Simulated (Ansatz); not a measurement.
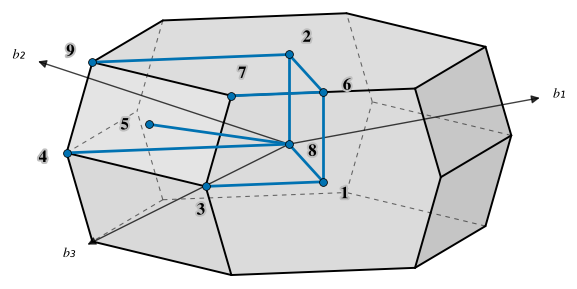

For C, the geometry relaxed with Ansatz, DFT PBE, scalar-relativistic, plane waves, PAW; the starting structure was generated, so it need not be a known form of this composition: the first Brillouin zone of a face-centred orthorhombic lattice (oF; extended symbol oF1) is drawn with its special points numbered. Symmetry computed with spglib at a tolerance of 0.002 Å; standard conventional cell.

a = 2.466 Å, b = 4.272 Å, c = 8.606 Å, α = 90.00°, β = 90.00°, γ = 90.00°.

Labels and path follow the convention of Hinuma et al. (2017), as computed by seekpath; the arrows show the directions of the reciprocal primitive vectors b₁, b₂, b₃, in which coordinates are given.

### Which special point is each number?

| no. | label | coordinates |
| --- | --- | --- |
| 1 | Y | (1/2, 0, 1/2) |
| 2 | Z | (1/2, 1/2, 0) |
| 3 | C₀ | (1/2, 0.187, 0.687) |
| 4 | Σ₀ | (0, 0.354, 0.354) |
| 5 | L | (1/2, 1/2, 1/2) |
| 6 | T | (1, 1/2, 1/2) |
| 7 | U₀ | (1, 0.646, 0.646) |
| 8 | Γ | (0, 0, 0) |
| 9 | A₀ | (1/2, 0.813, 0.313) |
